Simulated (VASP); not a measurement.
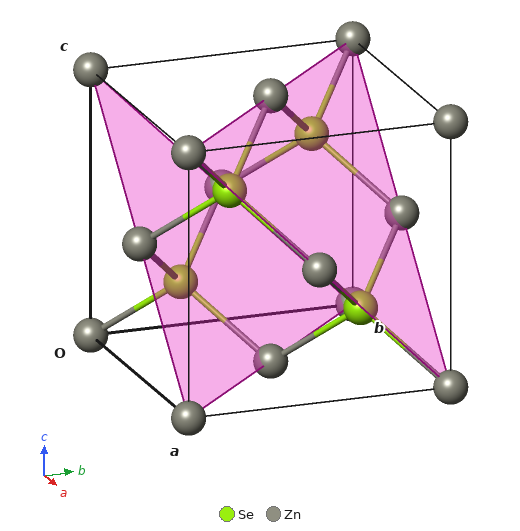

For ZnSe, coordinates from a relaxation with VASP Kohn-Sham DFT of a periodic cell, r2SCAN, VASP PAW PBE potentials, recommended (VASP): every member of one family of equally spaced planes, hx + ky + lz = a whole number, that cuts the unit cell is shaded (one member passes through the origin O, touching the cell only at an edge or corner). All values are computed from the atomic coordinates in the standard setting (tolerance 0.002 Å).

a = 5.668 Å, b = 5.668 Å, c = 5.668 Å, α = 90.00°, β = 90.00°, γ = 90.00°.

> What are the Miller indices?

(1 1 1); the opposite sign names the same planes. The member next to the origin meets the axes a at 1, b at 1, c at 1.

> What is the spacing?

d = 3.272 Å.

> Which atoms of the cell lie in these planes (within 0.03 Å)?

all 4 Zn.
